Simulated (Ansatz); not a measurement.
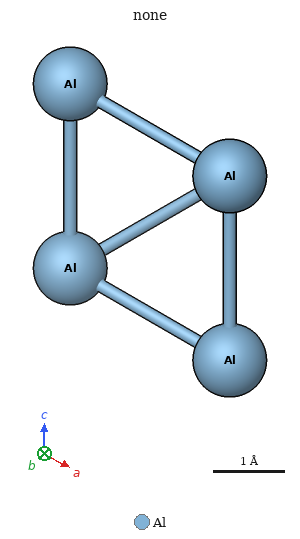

Solid Al (set up in Im-3m), relaxed (cell and atoms) with several dispersion corrections. The picture shows the result with none. Style: ball-and-stick. Shown: the cell of the calculation, along the b axis.

Computed with Ansatz 0.2.0: PBEsol, Ansatz PAW. (plane-wave cutoff 420 eV; k-point mesh 12 × 12 × 12; occupations fermi-dirac; smearing width 0.05 eV; no spin polarisation; cell and atoms relaxed; force threshold 0.01 eV/Å)

```csv
dispersion correction,volume (Å³/atom),a (Å)
none,16.589,2.783
D4,16.181,2.760
D3(BJ)-ATM,?,?
D3(BJ),15.903,2.744
```

> One row is withheld. What does the calculation give there?

With D3(BJ)-ATM the volume falls between D3(BJ) (15.903) and D4 (16.181). The calculation gives 15.972 Å³/atom (a = 2.748 Å). In order of volume: D3(BJ) < D3(BJ)-ATM < D4 < none; the spread is 4.3 %.
